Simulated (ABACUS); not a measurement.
# Band-structure run of KCl (part 1 of 2)

The run: band-structure run of KCl (Fm-3m, 2 atoms in the cell). Method and program: Kohn-Sham DFT of a periodic cell, rPW86PBE, GBRV ultrasoft 1.5 PBE, no spin polarisation (ABACUS 3.10.1).

The structure derives from an entry of the Crystallography Open Database.

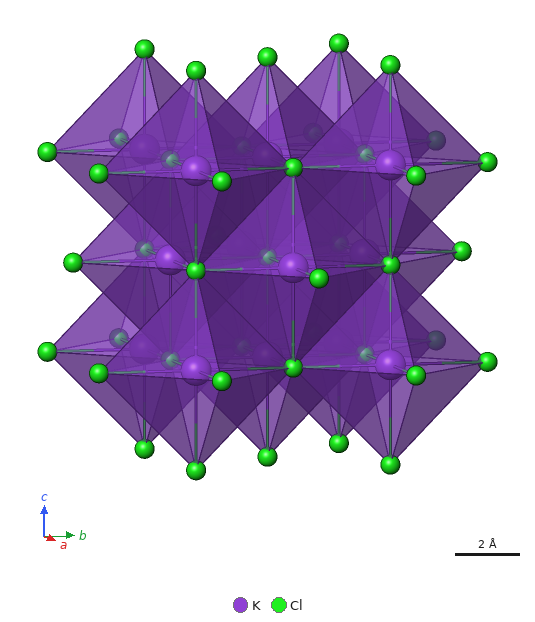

Fig. 1: The structure (polyhedral view of the cell 4 times as large as that of the calculation, set on its symmetry axes, seen slightly off an axis; polyhedra are completed across the faces of the cell).

Input:
```python
"""ABACUS run from a structure file: ASE reads it, the script writes STRU, KPT and INPUT."""
import re
import subprocess
import spglib
from ase import Atoms
from ase.io import read
from ase.units import Bohr

atoms = read("KCl.cif")
cell, frac, numbers = spglib.standardize_cell((atoms.cell[:], atoms.get_scaled_positions(), atoms.numbers), to_primitive=True, symprec=1e-4)
atoms = Atoms(numbers=numbers, cell=cell, scaled_positions=frac, pbc=True)  # the primitive cell
atoms = atoms[(-atoms.numbers).argsort(kind="stable")]  # ABACUS lists atoms element by element
pseudo = {'K': 'k_pbe_v1.4.uspp.F.UPF', 'Cl': 'cl_pbe_v1.4.uspp.F.UPF'}
orbital = {}
magmoms = None
kmesh = [6, 6, 6]
params = {
    'suffix': 'KCl',
    'calculation': 'scf',
    'basis_type': 'pw',
    'pseudo_dir': './',
    'symmetry': 1,
    'dft_functional': 'GGA_X_RPW86+GGA_C_PBE',
    'ecutwfc': 40,
    'pseudo_rcut': 10,
    'nspin': 1,
    'nbands': 18,
    'ks_solver': 'dav',
    'smearing_method': 'fd',
    'smearing_sigma': 0.00367493,
    'scf_thr': 1e-08,
    'scf_nmax': 100,
    'mixing_type': 'broyden',
    'mixing_beta': 0.7,
    'cal_force': 1,
    'cal_stress': 1,
    'ecutrho': 320,
    'out_chg': 1,
    'kpar': 4,
}

symbols = atoms.get_chemical_symbols()
elements = list(dict.fromkeys(symbols))
lines = ["ATOMIC_SPECIES"] + [f"{e} {atoms.get_masses()[symbols.index(e)]:.4f} {pseudo[e]}" for e in elements]
if orbital:
    lines += ["", "NUMERICAL_ORBITAL"] + [orbital[e] for e in elements]
lines += ["", "LATTICE_CONSTANT", f"{1 / Bohr:.10f}", "", "LATTICE_VECTORS"]
lines += [" ".join(f"{x:.10f}" for x in v) for v in atoms.cell]
lines += ["", "ATOMIC_POSITIONS", "Direct"]
for e in elements:
    lines += ["", e, "0.0", str(symbols.count(e))]
    for i, p in enumerate(atoms.get_scaled_positions(wrap=False)):
        if symbols[i] == e:
            mag = "" if magmoms is None else " mag " + " ".join(str(x) for x in (magmoms[i] if isinstance(magmoms[i], list) else [magmoms[i]]))
            lines.append(" ".join(f"{x:.10f}" for x in p) + " 1 1 1" + mag)
open("STRU", "w").write("\n".join(lines) + "\n")
open("KPT", "w").write("K_POINTS\n0\nGamma\n%d %d %d 0 0 0\n" % tuple(kmesh))
open("INPUT", "w").write("INPUT_PARAMETERS\n" + "".join(f"{k:<20s}{v}\n" for k, v in params.items()))

done = subprocess.run(['mpirun', '-np', '4', 'abacus'])
if done.returncode:
    raise SystemExit(done.returncode)
log = open("OUT.KCl/running_scf.log").read()
print("final energy (eV):", re.findall(r"FINAL_ETOT_IS (\S+)", log))
```

File KCl.cif:
```
data_KCl
_cell_length_a 6.29294000
_cell_length_b 6.29294000
_cell_length_c 6.29294000
_cell_angle_alpha 90.00000000
_cell_angle_beta 90.00000000
_cell_angle_gamma 90.00000000
_space_group_name_H-M_alt 'Fm-3m'
_space_group_name_Hall '-F 4 2 3'
_space_group_IT_number 225
loop_
_space_group_symop_operation_xyz
'x,y,z'
'-x,-y,-z'
'-y,x,z'
'y,-x,-z'
'-x,-y,z'
'x,y,-z'
'y,-x,z'
'-y,x,-z'
'x,-y,-z'
'-x,y,z'
'-y,-x,-z'
'y,x,z'
'-x,y,-z'
'x,-y,z'
'y,x,-z'
'-y,-x,z'
'z,x,y'
'-z,-x,-y'
'z,-y,x'
'-z,y,-x'
'z,-x,-y'
'-z,x,y'
'z,y,-x'
'-z,-y,x'
'-z,x,-y'
'z,-x,y'
'-z,-y,-x'
'z,y,x'
'-z,-x,y'
'z,x,-y'
'-z,y,x'
'z,-y,-x'
'y,z,x'
'-y,-z,-x'
'x,z,-y'
'-x,-z,y'
'-y,z,-x'
'y,-z,x'
'-x,z,y'
'x,-z,-y'
'-y,-z,x'
'y,z,-x'
'-x,-z,-y'
'x,z,y'
'y,-z,-x'
'-y,z,x'
'x,-z,y'
'-x,z,-y'
'x,y+1/2,z+1/2'
'-x,-y+1/2,-z+1/2'
'-y,x+1/2,z+1/2'
'y,-x+1/2,-z+1/2'
'-x,-y+1/2,z+1/2'
'x,y+1/2,-z+1/2'
'y,-x+1/2,z+1/2'
'-y,x+1/2,-z+1/2'
'x,-y+1/2,-z+1/2'
'-x,y+1/2,z+1/2'
'-y,-x+1/2,-z+1/2'
'y,x+1/2,z+1/2'
'-x,y+1/2,-z+1/2'
'x,-y+1/2,z+1/2'
'y,x+1/2,-z+1/2'
'-y,-x+1/2,z+1/2'
'z,x+1/2,y+1/2'
'-z,-x+1/2,-y+1/2'
'z,-y+1/2,x+1/2'
'-z,y+1/2,-x+1/2'
'z,-x+1/2,-y+1/2'
'-z,x+1/2,y+1/2'
'z,y+1/2,-x+1/2'
'-z,-y+1/2,x+1/2'
'-z,x+1/2,-y+1/2'
'z,-x+1/2,y+1/2'
'-z,-y+1/2,-x+1/2'
'z,y+1/2,x+1/2'
'-z,-x+1/2,y+1/2'
'z,x+1/2,-y+1/2'
'-z,y+1/2,x+1/2'
'z,-y+1/2,-x+1/2'
'y,z+1/2,x+1/2'
'-y,-z+1/2,-x+1/2'
'x,z+1/2,-y+1/2'
'-x,-z+1/2,y+1/2'
'-y,z+1/2,-x+1/2'
'y,-z+1/2,x+1/2'
'-x,z+1/2,y+1/2'
'x,-z+1/2,-y+1/2'
'-y,-z+1/2,x+1/2'
'y,z+1/2,-x+1/2'
'-x,-z+1/2,-y+1/2'
'x,z+1/2,y+1/2'
'y,-z+1/2,-x+1/2'
'-y,z+1/2,x+1/2'
'x,-z+1/2,y+1/2'
'-x,z+1/2,-y+1/2'
'x+1/2,y,z+1/2'
'-x+1/2,-y,-z+1/2'
'-y+1/2,x,z+1/2'
'y+1/2,-x,-z+1/2'
'-x+1/2,-y,z+1/2'
'x+1/2,y,-z+1/2'
'y+1/2,-x,z+1/2'
'-y+1/2,x,-z+1/2'
'x+1/2,-y,-z+1/2'
'-x+1/2,y,z+1/2'
'-y+1/2,-x,-z+1/2'
'y+1/2,x,z+1/2'
'-x+1/2,y,-z+1/2'
'x+1/2,-y,z+1/2'
'y+1/2,x,-z+1/2'
'-y+1/2,-x,z+1/2'
'z+1/2,x,y+1/2'
'-z+1/2,-x,-y+1/2'
'z+1/2,-y,x+1/2'
'-z+1/2,y,-x+1/2'
'z+1/2,-x,-y+1/2'
'-z+1/2,x,y+1/2'
'z+1/2,y,-x+1/2'
'-z+1/2,-y,x+1/2'
'-z+1/2,x,-y+1/2'
'z+1/2,-x,y+1/2'
'-z+1/2,-y,-x+1/2'
'z+1/2,y,x+1/2'
'-z+1/2,-x,y+1/2'
'z+1/2,x,-y+1/2'
'-z+1/2,y,x+1/2'
'z+1/2,-y,-x+1/2'
'y+1/2,z,x+1/2'
'-y+1/2,-z,-x+1/2'
'x+1/2,z,-y+1/2'
'-x+1/2,-z,y+1/2'
'-y+1/2,z,-x+1/2'
'y+1/2,-z,x+1/2'
'-x+1/2,z,y+1/2'
'x+1/2,-z,-y+1/2'
'-y+1/2,-z,x+1/2'
'y+1/2,z,-x+1/2'
'-x+1/2,-z,-y+1/2'
'x+1/2,z,y+1/2'
'y+1/2,-z,-x+1/2'
'-y+1/2,z,x+1/2'
'x+1/2,-z,y+1/2'
'-x+1/2,z,-y+1/2'
'x+1/2,y+1/2,z'
'-x+1/2,-y+1/2,-z'
'-y+1/2,x+1/2,z'
'y+1/2,-x+1/2,-z'
'-x+1/2,-y+1/2,z'
'x+1/2,y+1/2,-z'
'y+1/2,-x+1/2,z'
'-y+1/2,x+1/2,-z'
'x+1/2,-y+1/2,-z'
'-x+1/2,y+1/2,z'
'-y+1/2,-x+1/2,-z'
'y+1/2,x+1/2,z'
'-x+1/2,y+1/2,-z'
'x+1/2,-y+1/2,z'
'y+1/2,x+1/2,-z'
'-y+1/2,-x+1/2,z'
'z+1/2,x+1/2,y'
'-z+1/2,-x+1/2,-y'
'z+1/2,-y+1/2,x'
'-z+1/2,y+1/2,-x'
'z+1/2,-x+1/2,-y'
'-z+1/2,x+1/2,y'
'z+1/2,y+1/2,-x'
'-z+1/2,-y+1/2,x'
'-z+1/2,x+1/2,-y'
'z+1/2,-x+1/2,y'
'-z+1/2,-y+1/2,-x'
'z+1/2,y+1/2,x'
'-z+1/2,-x+1/2,y'
'z+1/2,x+1/2,-y'
'-z+1/2,y+1/2,x'
'z+1/2,-y+1/2,-x'
'y+1/2,z+1/2,x'
'-y+1/2,-z+1/2,-x'
'x+1/2,z+1/2,-y'
'-x+1/2,-z+1/2,y'
'-y+1/2,z+1/2,-x'
'y+1/2,-z+1/2,x'
'-x+1/2,z+1/2,y'
'x+1/2,-z+1/2,-y'
'-y+1/2,-z+1/2,x'
'y+1/2,z+1/2,-x'
'-x+1/2,-z+1/2,-y'
'x+1/2,z+1/2,y'
'y+1/2,-z+1/2,-x'
'-y+1/2,z+1/2,x'
'x+1/2,-z+1/2,y'
'-x+1/2,z+1/2,-y'
loop_
_atom_site_label
_atom_site_type_symbol
_atom_site_symmetry_multiplicity
_atom_site_Wyckoff_symbol
_atom_site_fract_x
_atom_site_fract_y
_atom_site_fract_z
_atom_site_occupancy
K1 K 4 a 0.0000000000 0.0000000000 0.0000000000 1
Cl1 Cl 4 b 0.5000000000 0.0000000000 0.0000000000 1
```

File INPUT:
```
INPUT_PARAMETERS
suffix              KCl
calculation         scf
basis_type          pw
pseudo_dir          ./
symmetry            1
dft_functional      GGA_X_RPW86+GGA_C_PBE
ecutwfc             40
pseudo_rcut         10
nspin               1
nbands              18
ks_solver           dav
smearing_method     fd
smearing_sigma      0.00367493
scf_thr             1e-08
scf_nmax            100
mixing_type         broyden
mixing_beta         0.7
cal_force           1
cal_stress          1
ecutrho             320
out_chg             1
kpar                4
```

File STRU:
```
ATOMIC_SPECIES
K 39.0983 k_pbe_v1.4.uspp.F.UPF
Cl 35.4500 cl_pbe_v1.4.uspp.F.UPF

LATTICE_CONSTANT
1.8897261258

LATTICE_VECTORS
0.0000000000 3.1464700000 3.1464700000
3.1464700000 0.0000000000 3.1464700000
3.1464700000 3.1464700000 0.0000000000

ATOMIC_POSITIONS
Direct

K
0.0
1
0.0000000000 0.0000000000 -0.0000000000 1 1 1

Cl
0.0
1
0.5000000000 0.5000000000 0.5000000000 1 1 1
```

File KPT:
```
K_POINTS
0
Gamma
6 6 6 0 0 0
```

Run on 4 threads of Intel Xeon @ 2.50GHz (Skylake/Cascade Lake), 64 GiB of memory available, shared host.

Run as:
```bash
OMP_NUM_THREADS=1 python run_abacus.py > log
```

Log:
```
ABACUS v3.10.1

               Atomic-orbital Based Ab-initio Computation at UStc

 ------------------------------------------------------------------------------------

 READING GENERAL INFORMATION
                           global_out_dir = OUT.KCl/
                           global_in_card = INPUT
                               pseudo_dir = ./
                              orbital_dir =
                                    DSIZE = 4
                                    GSIZE = 1

 READING UNITCELL INFORMATION
                                    ntype = 2
                  lattice constant (Bohr) = 1.88973
              lattice constant (Angstrom) = 1

 READING ATOM TYPE 1
                               atom label = K
                      L=0, number of zeta = 1
                      L=1, number of zeta = 1
                      L=2, number of zeta = 1
             number of atom for this type = 1

 READING ATOM TYPE 2
                               atom label = Cl
                      L=0, number of zeta = 1
                      L=1, number of zeta = 1
                      L=2, number of zeta = 1
             number of atom for this type = 1

                        TOTAL ATOM NUMBER = 2
DIRECT COORDINATES
    atom                   x                   y                   z     mag                  vx                  vy                  vz
taud_K1            0.0000000000        0.0000000000        0.0000000000  0.0000        0.0000000000        0.0000000000        0.0000000000
taud_Cl1            0.5000000000        0.5000000000        0.5000000000  0.0000        0.0000000000        0.0000000000        0.0000000000

                          Volume (Bohr^3) = 420.434
                             Volume (A^3) = 62.3018

 Lattice vectors: (Cartesian coordinate: in unit of a_0)
                   +0            +3.14647            +3.14647
             +3.14647                  +0            +3.14647
             +3.14647            +3.14647                  +0
 Reciprocal vectors: (Cartesian coordinate: in unit of 2 pi/a_0)
            -0.158908           +0.158908           +0.158908
            +0.158908           -0.158908           +0.158908
            +0.158908           +0.158908           -0.158908
 The esolver type has been set to : ksdft_pw

                PAO radial cut off (Bohr) = 10

 Read in pseudopotential file is k_pbe_v1.4.uspp.F.UPF
                     pseudopotential type = US
          exchange-correlation functional = PBE
                 nonlocal core correction = 1
                        valence electrons = 9
                                     lmax = 2
                           number of zeta = 4
                     number of projectors = 6
                           L of projector = 0
                           L of projector = 0
                           L of projector = 1
                           L of projector = 1
                           L of projector = 2
                           L of projector = 2
 XC functional updated to : GGA_X_RPW86+GGA_C_PBE
          exchange-correlation functional = GGA_X_RPW86+GGA_C_PBE
                PAO radial cut off (Bohr) = 10

 Read in pseudopotential file is cl_pbe_v1.4.uspp.F.UPF
                     pseudopotential type = US
          exchange-correlation functional = PBE
                 nonlocal core correction = 1
                        valence electrons = 7
                                     lmax = 2
                           number of zeta = 2
                     number of projectors = 6
                           L of projector = 0
                           L of projector = 0
                           L of projector = 1
                           L of projector = 1
                           L of projector = 2
                           L of projector = 2
 XC functional updated to : GGA_X_RPW86+GGA_C_PBE
          exchange-correlation functional = GGA_X_RPW86+GGA_C_PBE
     initial pseudo atomic orbital number = 12

 SETUP THE ELECTRONS NUMBER
             electron number of element K = 9
       total electron number of element K = 9
            electron number of element Cl = 7
      total electron number of element Cl = 7
            AUTOSET number of electrons:  = 16
                           occupied bands = 8
                                   NBANDS = 18
                                   NLOCAL = 18

%%%%%%%%%%%%%%%%%%%%%%%%%%%%%%%%%%%%%%%%%%%%%%%%%%%%%%%%%%%%%%%%%%%%%%%%%%%%%%%%%%%%%%%%%%%%%%%%%%%%%%%%%%
 Warning: the number of valence electrons in pseudopotential > 1 for K: [Ar] 4s1
 Pseudopotentials with additional electrons can yield (more) accurate outcomes, but may be less efficient.
 If you're confident that your chosen pseudopotential is appropriate, you can safely ignore this warning.
%%%%%%%%%%%%%%%%%%%%%%%%%%%%%%%%%%%%%%%%%%%%%%%%%%%%%%%%%%%%%%%%%%%%%%%%%%%%%%%%%%%%%%%%%%%%%%%%%%%%%%%%%%

 SETUP THE PLANE WAVE BASIS
 energy cutoff for charge/potential (unit:Ry) = 160
            fft grid for charge/potential = [ 36, 36, 36 ]
                        fft grid division = [ 1, 1, 1 ]
        big fft grid for charge/potential = [ 48, 48, 48 ]
                                     nbxx = 110592
                                     nrxx = 46656

 SETUP PLANE WAVES FOR CHARGE/POTENTIAL
                    number of plane waves = 14331
                         number of sticks = 769

 PARALLEL PW FOR CHARGE/POTENTIAL
     PROC   COLUMNS(POT)             PW
        1            769          14331
 --------------- sum -------------------
        1            769          14331
                            number of |g| = 193
                                  max |g| = 14.4188
                                  min |g| = 0

 energy cutoff for dense charge/potential (unit:Ry) = 320
      fft grid for dense charge/potential = [ 48, 48, 48 ]
                                     nrxx = 110592

 SETUP PLANE WAVES FOR dense CHARGE/POTENTIAL
                    number of plane waves = 40677
                         number of sticks = 1555

 PARALLEL PW FOR dense CHARGE/POTENTIAL
     PROC   COLUMNS(POT)             PW
        1           1555          40677
 --------------- sum -------------------
        1           1555          40677
                            number of |g| = 384
                                  max |g| = 28.8881
                                  min |g| = 0

----------- Double Check Mixing Parameters Begin ------------
mixing_type: broyden
mixing_beta: 0.7
mixing_gg0: 1
mixing_gg0_min: 0.1
mixing_ndim: 8
----------- Double Check Mixing Parameters End ------------

 LATTICE VECTORS: (CARTESIAN COORDINATE: IN UNIT OF A0)
                   +0            +3.14647            +3.14647
             +3.14647                  +0            +3.14647
             +3.14647            +3.14647                  +0
                       right hand lattice = 1
                                   NORM_A = 4.44978
                                   NORM_B = 4.44978
                                   NORM_C = 4.44978
                           ALPHA (DEGREE) = 60
                           BETA  (DEGREE) = 60
                           GAMMA (DEGREE) = 60
```
